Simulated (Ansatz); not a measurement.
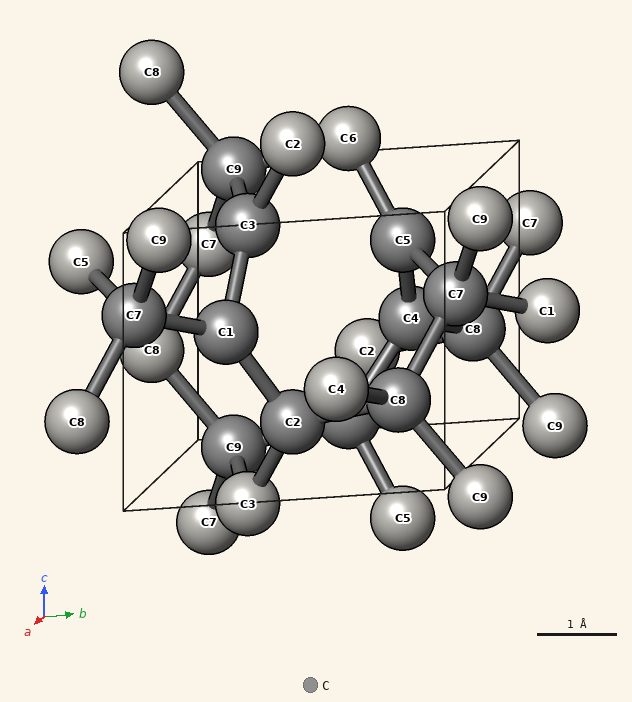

**Figure 1.** The input geometry (ball-and-stick view of the cell of the calculation, seen slightly off an axis; neighbours outside the cell are drawn fainter; atoms are numbered from 1 in the order of the input).

Geometry relaxation, with input and output: C (part 1 of 2)

C (P3₂21, 9 atoms in the cell), computed with DFT PBE, scalar-relativistic, plane waves, PAW, no spin polarisation (Ansatz 0.2.0).

The structure was made by a generator, so it may or may not be a known phase. Figures and captions count atoms from 1; the log counts them from 0 in places.

## Input file
```yaml
crystal:
  lattice:
    - [4.287307077, 0.0, 0.0]
    - [-2.1436535385, 3.7129168425, 0.0]
    - [0.0, 0.0, 3.6305120249]
  atoms:
    - { symbol: C, position: [0.72210388, 0.2546993564, 0.5526911537] }
    - { symbol: C, position: [0.7453006436, 0.4674045235, 0.2193578204] }
    - { symbol: C, position: [0.5325954765, 0.27789612, 0.886024487] }
    - { symbol: C, position: [0.2546993564, 0.72210388, 0.4473088463] }
    - { symbol: C, position: [0.4674045235, 0.7453006436, 0.7806421796] }
    - { symbol: C, position: [0.27789612, 0.5325954765, 0.113975513] }
    - { symbol: C, position: [0.8557462434, 0.0, 0.6666666667] }
    - { symbol: C, position: [0.0, 0.8557462434, 0.3333333333] }
    - { symbol: C, position: [0.1442537566, 0.1442537566, 0.0] }
basis:
  ecutwfc: 420
kpoints:
  mp_grid: { grid: [12, 12, 10] }
hamiltonian:
  xc: pbe
scf:
  occupations: { method: gaussian, width: 0.1 }
output:
  forces: true
  stress: true
  eigenvalues: true
  write_density: true
  write_potential: true
  elf: true
  volumetric_format: npy
relax:
  adjacent_minimum: "off"
  f_tol: 0.01
  max_steps: 80
  cell: { stress_tol: 0.05 }
```

Command:
```bash
ansatz run input.yaml --threads 1 --pin off --max-ram 2560MiB --backend cpu --events-out ev --progress --plain --runs-dir out
```

## The program's output
```
Engine: ansatz 0.2.0, aarch64-unknown-linux-gnu
Pseudopotentials: kind: paw
Pseudopotential: C, paw, valence charge 4, recommended cutoff 420 eV (normal), C.paw.azcp
Functional definition: PBE
  parameter kappa = 0.804
  parameter beta = 0.06672455060314922
  exchange = pbe_x(kappa = kappa, mu = beta*pi^2/3)
  correlation = pbe_c(beta = beta)
Crystal: 9 atoms, lattice volume = 57.792 Å³
Basis set: ecut = 420 eV, 1135 PW (Γ), exchange–correlation on 60×60×50 points (8 copies of the dense FFT grid, shifted against one another)
Bands: 27, of which v1, the nominal top of the filled ones, is band 18 counted from 1 (17 counted from 0)
Symmetry: 6 space group operations
Space group: P3221 (ITA 154), of the structure as read, at distance tolerance 3.9e-5 Å
k-points: 162 of 1440 (time reversal used)
Non-local potential: C, projectors of the file, l = 0: 2, l = 1: 2, l = 2: 1
PAW form: soft (Blöchl's): semilocal exchange-correlation on the pseudo side does not see the compensation charge
PAW one-centre angular grid: C, 110 points (default); XC on 64 Gauss nodes
Initial density: superposition of atomic densities (neutral atoms: chi_scale 0, normalization atom), corrected by the library's trained network
Initial wavefunctions: pseudopotential atomic-orbital guess
Functional: x = pbe(κ = 0.804, μ = 0.2195149727645171), c = pbe(β = 0.06672455060314922)
SCF iter   1: F=—  HF=-2247.065000 eV  |F-HF|=—  |Δ(HF+E_count)|=         —  Δρ=1.02e-2  dr2=3.06e-2  ethr=1.77e-3  ⟨swp⟩=5.2  Hψ=20575  notcnv=0  defer=50
preconditioner: auto → Kerker (q_TF=auto, 2.521 Å⁻¹)  [metal: Δε(μ)=0.016 eV  Ē_g=14.751 eV  σ=0.100 eV  W_gap=0.09  n_scr=20 (ndim 8)  ℏωp=29.3 eV  f_vac=0.000  D(μ)=1.41/eV (n_scr^D=8)]
SCF iter   2: F=—  HF=-2247.061057 eV  |F-HF|=—  |Δ(HF+E_count)|=   3.94e-3  Δρ=5.93e-3  dr2=1.09e-2  ethr=8.50e-5  ⟨swp⟩=1.0  Hψ=5670  notcnv=0  defer=176
SCF iter   3: F=—  HF=-2247.059354 eV  |F-HF|=—  |Δ(HF+E_count)|=   1.70e-3  Δρ=5.46e-4  dr2=8.86e-5  ethr=3.04e-5  ⟨swp⟩=2.9  Hψ=7110  notcnv=0  defer=176
SCF iter   4: F=—  HF=-2247.059389 eV  |F-HF|=—  |Δ(HF+E_count)|=   3.49e-5  Δρ=1.08e-4  dr2=4.52e-6  ethr=2.46e-7  ⟨swp⟩=2.9  Hψ=6913  notcnv=0  defer=176
SCF iter   5: F=—  HF=-2247.059392 eV  |F-HF|=—  |Δ(HF+E_count)|=   2.61e-6  Δρ=2.98e-5  dr2=3.62e-7  ethr=1.26e-8  ⟨swp⟩=2.2  Hψ=6696  notcnv=0  defer=176
SCF iter   6: F=-2247.059392 eV  HF=-2247.059392 eV  |F-HF|=4.01e-9  |Δ(HF+E_count)|=   1.57e-7  Δρ=4.67e-6  dr2=1.25e-8  ethr=2.78e-10  ⟨swp⟩=14.3  Hψ=31426  notcnv=0
SCF 1 converged in 6 iterations: F = -2247.059392 eV  dr2 = 1.25e-8
  greatest PAW one-centre occupation: 0.658 electrons in one spin orbital (limit 2), on the C atom at site 5 (counted from 0), in its partial waves of l = 0
relax step   1: F+E_penalty+E_count = -2247.05939200 eV  Δ(F+E_penalty+E_count) = +0.000e0 eV  max|allowed force component| = 4.747e-2 eV/Å  Δτ_max = 0.0000 Å  P = +0.124 GPa  Ω = 57.792 Å³  (6 SCF iters, dr2 threshold 1.00e-7 eV, accepted)
Crystal: 9 atoms, lattice volume = 57.801 Å³
Initial density: handed on by an earlier stage of this run
Initial wavefunctions: those handed on with the density
iter 1 solved again at ethr=5.79e-8 eV; its pass at ethr=3.10e-3 eV (dr2=2.08e-5 eV) is discarded
SCF iter   1: F=—  HF=-2247.059616 eV  |F-HF|=—  |Δ(HF+E_count)|=         —  Δρ=3.09e-4  dr2=2.17e-5  ethr=5.79e-8  ⟨swp⟩=3.7  Hψ=26092  notcnv=0
preconditioner: auto → Kerker (q_TF=auto, 2.521 Å⁻¹)  [metal: Δε(μ)=0.009 eV  Ē_g=14.753 eV  σ=0.100 eV  W_gap=0.05  n_scr=20 (ndim 8)  ℏωp=29.3 eV  f_vac=0.000  D(μ)=1.41/eV (n_scr^D=8)]
SCF iter   2: F=—  HF=-2247.059614 eV  |F-HF|=—  |Δ(HF+E_count)|=   1.76e-6  Δρ=1.76e-4  dr2=7.36e-6  ethr=5.79e-8  ⟨swp⟩=1.0  Hψ=4374  notcnv=0
iter 3 did not close the SCF: its close was put off for the readings that it lacked (scf_convergence_deferred on its scf_iter line)
SCF iter   3: F=-2247.059613 eV  HF=-2247.059613 eV  |F-HF|=8.13e-9  |Δ(HF+E_count)|=   8.08e-7  Δρ=1.26e-5  dr2=8.67e-8  ethr=2.04e-8  ⟨swp⟩=2.0  Hψ=7285  notcnv=0
iter 4 did not close the SCF: its close was put off for the readings that it lacked (scf_convergence_deferred on its scf_iter line)
SCF iter   4: F=-2247.059613 eV  HF=-2247.059613 eV  |F-HF|=9.36e-10  |Δ(HF+E_count)|=   2.68e-8  Δρ=3.24e-6  dr2=5.63e-9  ethr=2.41e-10  ⟨swp⟩=2.3  Hψ=6453  notcnv=0
iter 5 did not close the SCF: its close was put off for the readings that it lacked (scf_convergence_deferred on its scf_iter line)
SCF iter   5: F=-2247.059613 eV  HF=-2247.059613 eV  |F-HF|=1.41e-10  |Δ(HF+E_count)|=   1.81e-9  Δρ=8.19e-7  dr2=3.32e-10  ethr=1.56e-11  ⟨swp⟩=2.3  Hψ=7281  notcnv=0
SCF iter   6: F=-2247.059613 eV  HF=-2247.059613 eV  |F-HF|=8.19e-12  |Δ(HF+E_count)|=  1.88e-10  Δρ=1.62e-7  dr2=1.15e-11  ethr=1.00e-12  ⟨swp⟩=4.9  Hψ=21072  notcnv=0
SCF 2 converged in 6 iterations: F = -2247.059613 eV  dr2 = 1.15e-11
  greatest PAW one-centre occupation: 0.658 electrons in one spin orbital (limit 2), on the C atom at site 3 (counted from 0), in its partial waves of l = 0
relax step   2: F+E_penalty+E_count = -2247.05961326 eV  Δ(F+E_penalty+E_count) = -2.213e-4 eV  max|allowed force component| = 3.132e-2 eV/Å  Δτ_max = 0.0009 Å  P = +0.066 GPa  Ω = 57.801 Å³  energy of the carried Pulay correction = -4.321e-5 eV  (6 SCF iters, dr2 threshold 5.56e-7 eV, accepted)
Crystal: 9 atoms, lattice volume = 57.802 Å³
iter 1 solved again at ethr=4.35e-8 eV; its pass at ethr=3.10e-3 eV (dr2=1.57e-5 eV) is discarded
SCF iter   1: F=—  HF=-2247.059676 eV  |F-HF|=—  |Δ(HF+E_count)|=         —  Δρ=2.42e-4  dr2=1.65e-5  ethr=4.35e-8  ⟨swp⟩=2.0  Hψ=22376  notcnv=0
preconditioner: auto → Kerker (q_TF=auto, 2.521 Å⁻¹)  [metal: Δε(μ)=0.013 eV  Ē_g=14.751 eV  σ=0.100 eV  W_gap=0.07  n_scr=20 (ndim 8)  ℏωp=29.3 eV  f_vac=0.000  D(μ)=1.41/eV (n_scr^D=8)]
SCF iter   2: F=—  HF=-2247.059672 eV  |F-HF|=—  |Δ(HF+E_count)|=   3.12e-6  Δρ=1.37e-4  dr2=5.47e-6  ethr=4.35e-8  ⟨swp⟩=1.0  Hψ=4374  notcnv=0
iter 3 did not close the SCF: its close was put off for the readings that it lacked (scf_convergence_deferred on its scf_iter line)
SCF iter   3: F=-2247.059671 eV  HF=-2247.059671 eV  |F-HF|=4.94e-9  |Δ(HF+E_count)|=   1.51e-6  Δρ=1.01e-5  dr2=4.35e-8  ethr=1.52e-8  ⟨swp⟩=2.2  Hψ=7113  notcnv=0
iter 4 did not close the SCF: its close was put off for the readings that it lacked (scf_convergence_deferred on its scf_iter line)
SCF iter   4: F=-2247.059671 eV  HF=-2247.059671 eV  |F-HF|=1.23e-9  |Δ(HF+E_count)|=   5.83e-9  Δρ=3.06e-6  dr2=5.39e-9  ethr=1.21e-10  ⟨swp⟩=2.6  Hψ=7299  notcnv=0
iter 5 did not close the SCF: its close was put off for the readings that it lacked (scf_convergence_deferred on its scf_iter line)
SCF iter   5: F=-2247.059671 eV  HF=-2247.059671 eV  |F-HF|=6.87e-11  |Δ(HF+E_count)|=  2.59e-10  Δρ=5.62e-7  dr2=1.83e-10  ethr=1.50e-11  ⟨swp⟩=2.7  Hψ=7580  notcnv=0
SCF iter   6: F=-2247.059671 eV  HF=-2247.059671 eV  |F-HF|=4.55e-12  |Δ(HF+E_count)|=  1.02e-10  Δρ=9.71e-8  dr2=4.16e-12  ethr=1.00e-12  ⟨swp⟩=4.5  Hψ=20433  notcnv=0
SCF 3 converged in 6 iterations: F = -2247.059671 eV  dr2 = 4.16e-12
relax step   3: F+E_penalty+E_count = -2247.05967092 eV  Δ(F+E_penalty+E_count) = -5.766e-5 eV  max|allowed force component| = 6.763e-3 eV/Å  Δτ_max = 0.0008 Å  P = -0.002 GPa  Ω = 57.802 Å³  energy of the carried Pulay correction = -4.859e-5 eV  (6 SCF iters, accepted)
Initial wavefunctions: pseudopotential atomic-orbital guess (no wavefunctions were taken with the density)
iter 1 solved again at ethr=3.44e-8 eV; its pass at ethr=3.10e-3 eV (dr2=1.24e-5 eV) is discarded
SCF iter   1: F=—  HF=-2247.059679 eV  |F-HF|=—  |Δ(HF+E_count)|=         —  Δρ=8.08e-6  dr2=3.81e-9  ethr=3.44e-8  ⟨swp⟩=3.2  Hψ=33011  notcnv=0
SCF iter   2: F=—  HF=-2247.059678 eV  |F-HF|=—  |Δ(HF+E_count)|=   8.68e-8  Δρ=4.37e-6  dr2=1.14e-9  ethr=1.06e-11  ⟨swp⟩=3.0  Hψ=8598  notcnv=0
iter 3 did not close the SCF: its close was put off for the readings that it lacked (scf_convergence_deferred on its scf_iter line)
SCF iter   3: F=-2247.059678 eV  HF=-2247.059678 eV  |F-HF|=1.82e-12  |Δ(HF+E_count)|=   6.19e-9  Δρ=1.86e-7  dr2=6.79e-12  ethr=3.16e-12  ⟨swp⟩=2.0  Hψ=7294  notcnv=0
iter 4 did not close the SCF: its close was put off for the readings that it lacked (scf_convergence_deferred on its scf_iter line)
SCF iter   4: F=-2247.059678 eV  HF=-2247.059678 eV  |F-HF|=4.55e-13  |Δ(HF+E_count)|=  2.27e-12  Δρ=7.82e-8  dr2=1.60e-12  ethr=1.00e-12  ⟨swp⟩=1.0  Hψ=4374  notcnv=0
iter 5 did not close the SCF: its close was put off for the readings that it lacked (scf_convergence_deferred on its scf_iter line)
SCF iter   5: F=-2247.059678 eV  HF=-2247.059678 eV  |F-HF|=0.00e0  |Δ(HF+E_count)|=  4.55e-13  Δρ=1.67e-8  dr2=1.64e-13  ethr=1.00e-12  ⟨swp⟩=1.0  Hψ=4374  notcnv=0
iter 6 did not close the SCF: its close was put off for the readings that it lacked (scf_convergence_deferred on its scf_iter line)
SCF iter   6: F=-2247.059678 eV  HF=-2247.059678 eV  |F-HF|=4.55e-13  |Δ(HF+E_count)|=  9.09e-13  Δρ=5.49e-9  dr2=1.81e-14  ethr=1.00e-12  ⟨swp⟩=1.0  Hψ=4374  notcnv=0
SCF iter   7: F=-2247.059678 eV  HF=-2247.059678 eV  |F-HF|=9.09e-13  |Δ(HF+E_count)|=    0.00e0  Δρ=2.89e-9  dr2=4.75e-15  ethr=1.00e-12  ⟨swp⟩=3.0  Hψ=13750  notcnv=0
SCF 4 converged in 7 iterations: F = -2247.059678 eV  dr2 = 4.75e-15
  greatest PAW one-centre occupation: 0.658 electrons in one spin orbital (limit 2), on the C atom at site 4 (counted from 0), in its partial waves of l = 0
relax step   4: F+E_penalty+E_count = -2247.05967845 eV  Δ(F+E_penalty+E_count) = -7.525e-6 eV  max|allowed force component| = 6.841e-3 eV/Å  Δτ_max = 0.0000 Å  P = +0.000 GPa  Ω = 57.802 Å³  stress off target by 1.97e-3 GPa  SCF on the basis re-selected at this cell (its energy is not comparable with the rows above)  (7 SCF iters)
```

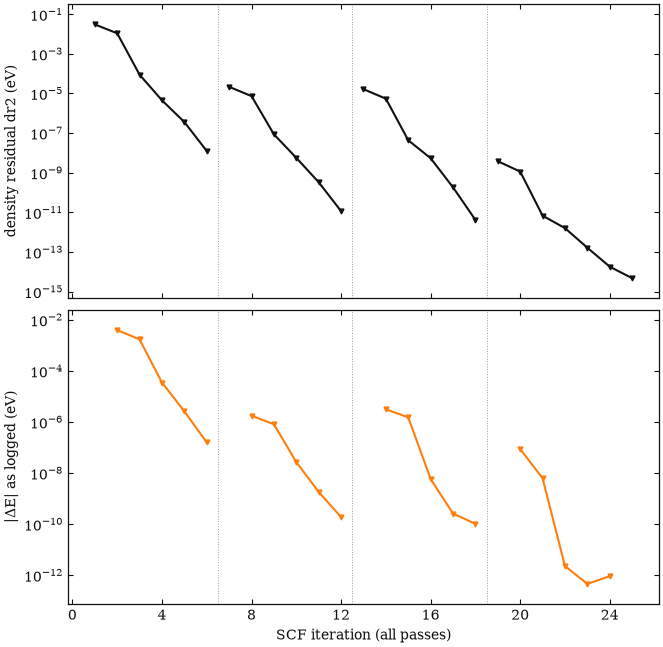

**Figure 2.** Convergence of the self-consistent field: density residual dr2 and size of the energy change against the SCF iteration. The dotted lines part the SCF passes of the relaxation: geometry steps, rejected trials and re-solves on a re-selected basis. The passes take 6, 6, 6 and 7 iterations.

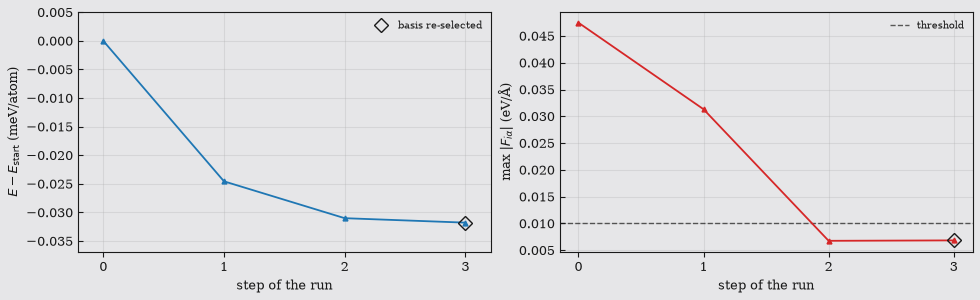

**Figure 3.** Progress of the relaxation, step by step (the first geometry is step 0 here and step 1 in the log). The energy falls by next to nothing (0.0 meV per atom) in 2 geometry steps. The largest force component goes from 0.047 to 0.0068 eV/Å. Pressure: 0.12 GPa at the start and 0.00 GPa at the end. No atom moves by more than 0.005 Å relative to the cell. The space group stays P3_221 (No. 154). A last SCF at the same geometry on a re-selected plane-wave basis shifts the energy by next to nothing (0.0 meV per atom). (Atoms are counted from 1 in the order of the input.)
